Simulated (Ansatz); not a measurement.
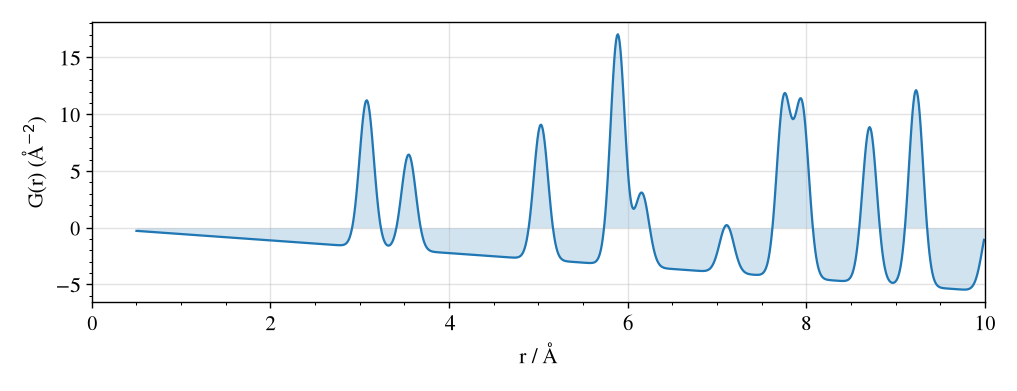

Simulated X-ray pair distribution function, G(r) = R(r)/r − 4πρ₀r, summed over the atomic distances of the structure with each pair weighted by the product of the atomic numbers (X-ray weights at Q = 0); every distance is a Gaussian of σ = 0.08 Å.

Candidate polymorphs:

A. 
```
Cd
1.0
     3.55395    0.00000    0.00000
     0.00000    3.55395    0.00000
     0.00000    0.00000    3.55395
Cd
2
Direct
  0.00000 0.00000 0.00000
  0.50000 0.50000 0.50000
```

B. 
```
Cd
1.0
     2.99060    0.00000    0.00000
    -1.49530    2.58993    0.00000
     0.00000    0.00000    5.61872
Cd
2
Direct
  0.33333 0.66667 0.75000
  0.66667 0.33333 0.25000
```

Origins: A, the input geometry of an electronic-structure calculation (not necessarily at equilibrium); the starting structure was generated, so it need not be a known form of this composition; B, the geometry relaxed at fixed volume with DFT r2SCAN, scalar-relativistic, plane waves, PAW in Ansatz 0.2.0.

From which structure was the curve computed?

Answer. Candidate A, Cd, Im-3m (first clear peaks at 3.08 Å (Cd–Cd) and 3.55 Å (Cd–Cd)). B would give first clear peaks at 2.99 Å (Cd–Cd) and 3.30 Å (Cd–Cd).
